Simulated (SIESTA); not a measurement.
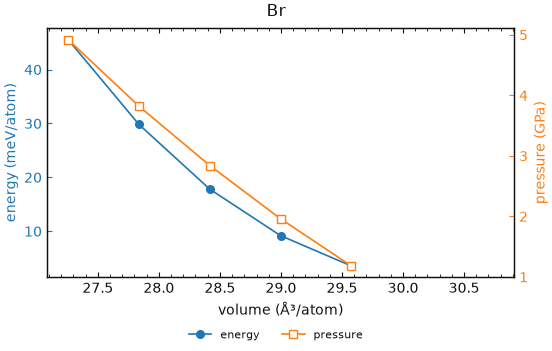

The figure shows the energy and pressure against volume for Br, space group I4/mmm (No. 139).

Cell as given: a = 4.105 Å, b = 4.105 Å, c = 4.105 Å, α = 139.42°, β = 139.42°, γ = 58.73°; 1 atom.

Computed with SIESTA 5.4.2: DFT in numerical atomic orbitals with pseudopotentials, no spin polarisation; energies at scaled volumes of the given cell, shape and fractions fixed, counted from the fit's minimum, third-order Birch-Murnaghan fit. Level: PBE.

- k mesh: 13×13×13
- occupations: Fermi–Dirac
- smearing width: 0.05 eV
- potentials: PseudoDojo 0.4 standard, converted to PSML, two zetas on semicore shells
- program settings: basis DZP, mesh cutoff 500 Ry

The points at volume 30.16 Å³/atom and 30.74 Å³/atom are left out of the plot. What values does the calculation give there?

```json
{"volume (Å³/atom)": "30.16", "energy (meV/atom)": "0.58", "pressure (GPa)": "0.47"}
{"volume (Å³/atom)": "30.74", "energy (meV/atom)": "0.09", "pressure (GPa)": "-0.17"}
```

Caveats: mulliken charges of long orbitals; shape and atomic fractions are frozen while scaling, which makes layered, chain and framework solids too stiff.
